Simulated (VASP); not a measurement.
Run report: Ga$_{4}$As$_{5}$, geometry relaxation (part 3 of 3)

Ga$_{4}$As$_{5}$ (slab, 9 atoms in the cell); Kohn-Sham DFT of a periodic cell, PBEsol, VASP PAW PBE potentials, recommended, no spin polarisation (VASP 6.6.1); cutoff 520 eV, 9×9×1 k-mesh, Gaussian smearing of 0.05 eV. The structure derives from an entry of the Crystallography Open Database. It belongs to a series of runs on one base structure; here: (1 0 0) slab, atoms relaxed.

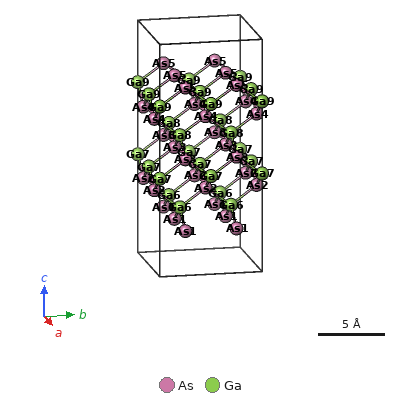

*The geometry at step 2 of the log (ball-and-stick view of the 2 × 2 repeat of the cell, with the vacuum cut short, seen slightly off an axis; atoms are numbered from 1 in the order of the input).*

Parts of OUTCAR, continued:
```
 k-point     2 :       0.1111    0.0000    0.0000
  band No.  band energies     occupation
      1     -15.9659      2.00000
      2     -15.9125      2.00000
      3     -15.8732      2.00000
      4     -15.8662      2.00000
      5     -15.8460      2.00000
      6     -15.8433      2.00000
      7     -15.8162      2.00000
      8     -15.8047      2.00000
      9     -15.7898      2.00000
     10     -15.7841      2.00000
     11     -15.5185      2.00000
     12     -15.5158      2.00000
     13     -15.4712      2.00000
     14     -15.4683      2.00000
     15     -15.4357      2.00000
     16     -15.4287      2.00000
     17     -15.4047      2.00000
     18     -15.4012      2.00000
     19     -15.3665      2.00000
     20     -15.3664      2.00000
     21     -13.5608      2.00000
     22     -12.9612      2.00000
     23     -12.2267      2.00000
     24     -11.3037      2.00000
     25     -11.0137      2.00000
     26      -7.1767      2.00000
     27      -5.8324      2.00000
     28      -4.4410      2.00000
     29      -3.9592      2.00000
     30      -3.5016      2.00000
     31      -3.2237      2.00000
     32      -3.0839      2.00000
     33      -2.8686      2.00000
     34      -2.1987      2.00000
     35      -2.1010      2.00000
     36      -1.4527      1.99761
     37      -1.3651      1.42461
     38      -1.1794      0.00000
     39      -0.4930      0.00000
     40      -0.1289      0.00000
     41       0.6700      0.00000
     42       1.0034      0.00000
     43       1.1281      0.00000
     44       1.4386      0.00000
     45       1.6476      0.00000
     46       2.0872      0.00000

 k-point     3 :       0.2222    0.0000    0.0000
  band No.  band energies     occupation
      1     -15.9621      2.00000
      2     -15.9120      2.00000
      3     -15.8867      2.00000
      4     -15.8640      2.00000
      5     -15.8523      2.00000
      6     -15.8453      2.00000
      7     -15.8110      2.00000
      8     -15.8023      2.00000
      9     -15.7916      2.00000
     10     -15.7871      2.00000
     11     -15.5199      2.00000
     12     -15.5088      2.00000
     13     -15.4741      2.00000
     14     -15.4677      2.00000
     15     -15.4502      2.00000
     16     -15.4282      2.00000
     17     -15.4033      2.00000
     18     -15.3933      2.00000
     19     -15.3694      2.00000
     20     -15.3691      2.00000
     21     -13.2891      2.00000
     22     -12.7239      2.00000
     23     -12.0560      2.00000
     24     -11.2336      2.00000
     25     -10.9561      2.00000
     26      -7.2837      2.00000
     27      -6.3434      2.00000
     28      -5.3166      2.00000
     29      -4.5679      2.00000
     30      -4.2297      2.00000
     31      -3.4780      2.00000
     32      -3.2682      2.00000
     33      -2.6834      2.00000
     34      -2.4222      2.00000
     35      -2.0047      2.00000
     36      -1.8268      2.00000
     37      -1.4268      1.97879
     38      -1.3145      0.38313
     39      -1.0390      0.00000
     40      -0.0674      0.00000
     41       0.9239      0.00000
     42       1.0879      0.00000
     43       1.2196      0.00000
     44       1.4629      0.00000
     45       3.0348      0.00000
     46       3.1350      0.00000

 k-point     4 :       0.3333    0.0000    0.0000
  band No.  band energies     occupation
      1     -15.9594      2.00000
      2     -15.9183      2.00000
      3     -15.8959      2.00000
      4     -15.8608      2.00000
      5     -15.8562      2.00000
      6     -15.8483      2.00000
      7     -15.8053      2.00000
      8     -15.7989      2.00000
      9     -15.7938      2.00000
     10     -15.7904      2.00000
     11     -15.5262      2.00000
     12     -15.5007      2.00000
     13     -15.4720      2.00000
     14     -15.4669      2.00000
     15     -15.4657      2.00000
     16     -15.4277      2.00000
     17     -15.4016      2.00000
     18     -15.3853      2.00000
     19     -15.3726      2.00000
     20     -15.3721      2.00000
     21     -12.8731      2.00000
     22     -12.3853      2.00000
     23     -11.8834      2.00000
     24     -11.2809      2.00000
     25     -10.8550      2.00000
     26      -7.4370      2.00000
     27      -6.9767      2.00000
     28      -6.1950      2.00000
     29      -5.5307      2.00000
     30      -4.5085      2.00000
     31      -3.5371      2.00000
     32      -2.9132      2.00000
     33      -2.7738      2.00000
     34      -2.4302      2.00000
     35      -2.0718      2.00000
     36      -1.9321      2.00000
     37      -1.6803      2.00000
     38      -1.5763      2.00000
     39      -1.3169      0.42119
     40       0.0009      0.00000
     41       0.7794      0.00000
     42       1.0290      0.00000
     43       1.2769      0.00000
     44       1.5568      0.00000
     45       3.3869      0.00000
     46       3.6452      0.00000

 k-point     5 :       0.4444    0.0000    0.0000
  band No.  band energies     occupation
      1     -15.9588      2.00000
      2     -15.9263      2.00000
      3     -15.8982      2.00000
      4     -15.8574      2.00000
      5     -15.8571      2.00000
      6     -15.8515      2.00000
      7     -15.8019      2.00000
      8     -15.7962      2.00000
      9     -15.7954      2.00000
     10     -15.7922      2.00000
     11     -15.5318      2.00000
     12     -15.4941      2.00000
     13     -15.4769      2.00000
     14     -15.4688      2.00000
     15     -15.4665      2.00000
     16     -15.4273      2.00000
     17     -15.4004      2.00000
     18     -15.3801      2.00000
     19     -15.3748      2.00000
     20     -15.3740      2.00000
     21     -12.3854      2.00000
     22     -12.0836      2.00000
     23     -11.9519      2.00000
     24     -11.4011      2.00000
     25     -10.7845      2.00000
     26      -7.4351      2.00000
     27      -7.3680      2.00000
     28      -6.7244      2.00000
     29      -6.3514      2.00000
     30      -4.2600      2.00000
     31      -3.7051      2.00000
     32      -3.0204      2.00000
     33      -2.5010      2.00000
     34      -2.2967      2.00000
     35      -2.2425      2.00000
     36      -2.0288      2.00000
     37      -1.7263      2.00000
     38      -1.7240      2.00000
     39      -1.5492      2.00000
     40       0.0429      0.00000
     41       0.7009      0.00000
     42       0.8142      0.00000
     43       1.4824      0.00000
     44       1.6533      0.00000
     45       3.5353      0.00000
     46       3.6823      0.00000

 [... the levels of 9 k-points are left out ...]

 k-point    15 :       0.4444    0.4444    0.0000
  band No.  band energies     occupation
      1     -15.9860      2.00000
      2     -15.9321      2.00000
      3     -15.9186      2.00000
      4     -15.8414      2.00000
      5     -15.8294      2.00000
      6     -15.8290      2.00000
      7     -15.8116      2.00000
      8     -15.8113      2.00000
      9     -15.7915      2.00000
     10     -15.7914      2.00000
     11     -15.5157      2.00000
     12     -15.5145      2.00000
     13     -15.4869      2.00000
     14     -15.4868      2.00000
     15     -15.4271      2.00000
     16     -15.4271      2.00000
     17     -15.3867      2.00000
     18     -15.3867      2.00000
     19     -15.3733      2.00000
     20     -15.3733      2.00000
     21     -11.4638      2.00000
     22     -11.3084      2.00000
     23     -11.2992      2.00000
     24     -10.5167      2.00000
     25     -10.5159      2.00000
     26      -7.8456      2.00000
     27      -7.7357      2.00000
     28      -7.3606      2.00000
     29      -7.3447      2.00000
     30      -4.5845      2.00000
     31      -4.5488      2.00000
     32      -4.0326      2.00000
     33      -3.9058      2.00000
     34      -3.9001      2.00000
     35      -3.7719      2.00000
     36      -3.5631      2.00000
     37      -2.1979      2.00000
     38      -2.1338      2.00000
     39      -2.0701      2.00000
     40      -2.0354      2.00000
     41       1.0692      0.00000
     42       1.1993      0.00000
     43       1.3710      0.00000
     44       1.5142      0.00000
     45       2.6359      0.00000
     46       2.7746      0.00000

------------------------ aborting loop because EDIFF is reached ----------------------------------------

 vacuum level on the upper side and lower side of the slab       (xc-potential included)        -0.016        -0.016

  FORCE on cell =-STRESS in cart. coord.  units (eV):
  Direction    XX          YY          ZZ          XY          YZ          ZX
  --------------------------------------------------------------------------------------
  -------------------------------------------------------------------------------------
  Total       -2.4635769     -2.4635769      0.1660407      0.0000000      0.0000000      0.0000000
  in kB       -9.3693538     -9.3693538      0.6314777      0.0000000      0.0000000      0.0000000
  external PRESSURE =      -6.0357433 kB  Pullay stress =       0.0000000 kB

 VOLUME and BASIS-vectors are now :
 -----------------------------------------------------------------------------
  energy-cutoff  :      520.00
  volume of cell :      421.28
      direct lattice vectors                 reciprocal lattice vectors
     4.001004627  0.000000000  0.000000000     0.249937227  0.000000000  0.000000000
     0.000000000  4.001004627  0.000000000     0.000000000  0.249937227  0.000000000
     0.000000000  0.000000000 26.316550013     0.000000000  0.000000000  0.037998902

 POSITION                                       TOTAL-FORCE (eV/Angst)
 -----------------------------------------------------------------------------------
      0.00000      2.00050      7.50631         0.000000      0.000000      0.003550
      2.00050      0.00000     10.34561         0.000000      0.000000     -0.014682
      0.00000      2.00050     13.15828         0.000000      0.000000      0.000000
      2.00050      0.00000     15.97094         0.000000      0.000000      0.014682
      0.00000      2.00050     18.81024         0.000000      0.000000     -0.003550
      2.00050      2.00050      8.89312         0.000000      0.000000     -0.011576
      0.00000      0.00000     11.73683         0.000000      0.000000     -0.000790
      2.00050      2.00050     14.57972         0.000000      0.000000      0.000790
      0.00000      0.00000     17.42343         0.000000      0.000000      0.011576
 -----------------------------------------------------------------------------------
    total drift:                                0.000000      0.000000      0.000000

  FREE ENERGIE OF THE ION-ELECTRON SYSTEM (eV)
  ---------------------------------------------------
  free  energy   TOTEN  =       -38.3147137748 eV

  energy  without entropy=      -38.3051378429  energy(sigma->0) =      -38.30992581

 reached required accuracy - stopping structural energy minimisation

 vacuum level on the upper side and lower side of the slab         4.437         4.437
```

CONTCAR:
```
Ga4As5
   1.00000000000000
     4.0010046268000004    0.0000000000000000    0.0000000000000000
     0.0000000000000000    4.0010046268000004    0.0000000000000000
     0.0000000000000000    0.0000000000000000   26.3165500128000005
  As              Ga
     5     4
Direct
     0.0000000000000000    0.5000000000000000    0.2852316243649312
     0.5000000000000000    0.0000000000000000    0.3931218107049350
     0.0000000000000000    0.5000000000000000    0.5000000000000000
     0.5000000000000000    0.0000000000000000    0.6068781892950651
     0.0000000000000000    0.5000000000000000    0.7147683756350688
     0.5000000000000000    0.5000000000000000    0.3379289697086009
     0.0000000000000000    0.0000000000000000    0.4459865466611859
     0.5000000000000000    0.5000000000000000    0.5540134533388141
     0.0000000000000000    0.0000000000000000    0.6620710302913991

  0.00000000E+00  0.00000000E+00  0.00000000E+00
  0.00000000E+00  0.00000000E+00  0.00000000E+00
  0.00000000E+00  0.00000000E+00  0.00000000E+00
  0.00000000E+00  0.00000000E+00  0.00000000E+00
  0.00000000E+00  0.00000000E+00  0.00000000E+00
  0.00000000E+00  0.00000000E+00  0.00000000E+00
  0.00000000E+00  0.00000000E+00  0.00000000E+00
  0.00000000E+00  0.00000000E+00  0.00000000E+00
  0.00000000E+00  0.00000000E+00  0.00000000E+00
```

Trajectory as extended XYZ (Å, eV, eV/Å), 5 frames, from step=0 to step=4:
```
9
Lattice="4.0010 0.0000 0.0000 0.0000 4.0010 0.0000 0.0000 0.0000 26.3166" Properties=species:S:1:pos:R:3:forces:R:3 step=0 energy=-38.30386
As    0.0000    2.0005    7.5000    0.0000   0.0000   0.0700
As    2.0005    0.0000   10.3291    0.0000   0.0000   0.2365
As    0.0000    2.0005   13.1583    0.0000   0.0000   0.0000
As    2.0005    0.0000   15.9874    0.0000   0.0000  -0.2365
As    0.0000    2.0005   18.8165    0.0000   0.0000  -0.0700
Ga    2.0005    2.0005    8.9146    0.0000   0.0000  -0.2588
Ga    0.0000    0.0000   11.7437    0.0000   0.0000  -0.1122
Ga    2.0005    2.0005   14.5728    0.0000   0.0000   0.1122
Ga    0.0000    0.0000   17.4020    0.0000   0.0000   0.2588
9
Lattice="4.0010 0.0000 0.0000 0.0000 4.0010 0.0000 0.0000 0.0000 26.3166" Properties=species:S:1:pos:R:3:forces:R:3 step=1 energy=-38.31311
As    0.0000    2.0005    7.5034    0.0000   0.0000   0.0391
As    2.0005    0.0000   10.3405    0.0000   0.0000   0.0657
As    0.0000    2.0005   13.1583    0.0000   0.0000   0.0000
As    2.0005    0.0000   15.9760    0.0000   0.0000  -0.0657
As    0.0000    2.0005   18.8132    0.0000   0.0000  -0.0391
Ga    2.0005    2.0005    8.9021    0.0000   0.0000  -0.1133
Ga    0.0000    0.0000   11.7383    0.0000   0.0000  -0.0205
Ga    2.0005    2.0005   14.5783    0.0000   0.0000   0.0205
Ga    0.0000    0.0000   17.4145    0.0000   0.0000   0.1133
9
Lattice="4.0010 0.0000 0.0000 0.0000 4.0010 0.0000 0.0000 0.0000 26.3166" Properties=species:S:1:pos:R:3:forces:R:3 step=2 energy=-38.31448
As    0.0000    2.0005    7.5051    0.0000   0.0000   0.0198
As    2.0005    0.0000   10.3465    0.0000   0.0000  -0.0234
As    0.0000    2.0005   13.1583    0.0000   0.0000   0.0000
As    2.0005    0.0000   15.9701    0.0000   0.0000   0.0234
As    0.0000    2.0005   18.8114    0.0000   0.0000  -0.0198
Ga    2.0005    2.0005    8.8956    0.0000   0.0000  -0.0377
Ga    0.0000    0.0000   11.7355    0.0000   0.0000   0.0281
Ga    2.0005    2.0005   14.5811    0.0000   0.0000  -0.0281
Ga    0.0000    0.0000   17.4209    0.0000   0.0000   0.0377
9
Lattice="4.0010 0.0000 0.0000 0.0000 4.0010 0.0000 0.0000 0.0000 26.3166" Properties=species:S:1:pos:R:3:forces:R:3 step=3 energy=-38.31448
As    0.0000    2.0005    7.5052    0.0000   0.0000   0.0186
As    2.0005    0.0000   10.3468    0.0000   0.0000  -0.0278
As    0.0000    2.0005   13.1583    0.0000   0.0000   0.0000
As    2.0005    0.0000   15.9697    0.0000   0.0000   0.0278
As    0.0000    2.0005   18.8113    0.0000   0.0000  -0.0186
Ga    2.0005    2.0005    8.8952    0.0000   0.0000  -0.0335
Ga    0.0000    0.0000   11.7353    0.0000   0.0000   0.0306
Ga    2.0005    2.0005   14.5812    0.0000   0.0000  -0.0306
Ga    0.0000    0.0000   17.4213    0.0000   0.0000   0.0335
9
Lattice="4.0010 0.0000 0.0000 0.0000 4.0010 0.0000 0.0000 0.0000 26.3166" Properties=species:S:1:pos:R:3:forces:R:3 step=4 energy=-38.31471
As    0.0000    2.0005    7.5063    0.0000   0.0000   0.0035
As    2.0005    0.0000   10.3456    0.0000   0.0000  -0.0147
As    0.0000    2.0005   13.1583    0.0000   0.0000   0.0000
As    2.0005    0.0000   15.9709    0.0000   0.0000   0.0147
As    0.0000    2.0005   18.8102    0.0000   0.0000  -0.0035
Ga    2.0005    2.0005    8.8931    0.0000   0.0000  -0.0116
Ga    0.0000    0.0000   11.7368    0.0000   0.0000  -0.0008
Ga    2.0005    2.0005   14.5797    0.0000   0.0000   0.0008
Ga    0.0000    0.0000   17.4234    0.0000   0.0000   0.0116
```

This output came from the following input.

INCAR:
```
  ALGO = Fast
  DIPOL = 0.5 0.5 0.500
  EDIFF = 1E-6
  EDIFFG = -0.02
  ENCUT = 520
  GGA = PS
  IBRION = 2
  IDIPOL = 3
  ISIF = 2
  ISMEAR = 0
  LASPH = True
  LCHARG = False
  LDIPOL = True
  LREAL = False
  LWAVE = False
  NELM = 80
  NSW = 80
  PREC = Accurate
  SIGMA = 0.05
```

KPOINTS:
```
k-points
0
Gamma
  9 9 1
```

POSCAR:
```
Ga4As5
1.0
    4.0010046268      0.0000000000      0.0000000000
    0.0000000000      4.0010046268      0.0000000000
    0.0000000000      0.0000000000     26.3165500128
As Ga
5 4
Direct
    0.0000000000      0.5000000000      0.2849917636
    0.5000000000      0.0000000000      0.3924958818
    0.0000000000      0.5000000000      0.5000000000
    0.5000000000      0.0000000000      0.6075041182
    0.0000000000      0.5000000000      0.7150082364
    0.5000000000      0.5000000000      0.3387438227
    0.0000000000      0.0000000000      0.4462479409
    0.5000000000      0.5000000000      0.5537520591
    0.0000000000      0.0000000000      0.6612561773
```

Run as:
```bash
cat potpaw_PBE.64/As/POTCAR potpaw_PBE.64/Ga_d/POTCAR > POTCAR
mpirun -np 1 vasp_std > vasp.out
```

Results in brief:

```csv
quantity,value
outcome,converged
electrons treated,77
free energy,−38.3147 eV
Fermi energy,−1.345 eV
gap on the k-point mesh,none (metallic)
final volume,421.28 Å³
largest force (length of the vector) at the end,0.015 eV/Å
hardware,"1 thread of Intel Xeon (Granite Rapids), 64 GiB of memory available, shared host"
wall time,10 min
peak memory,0.58 GiB
```
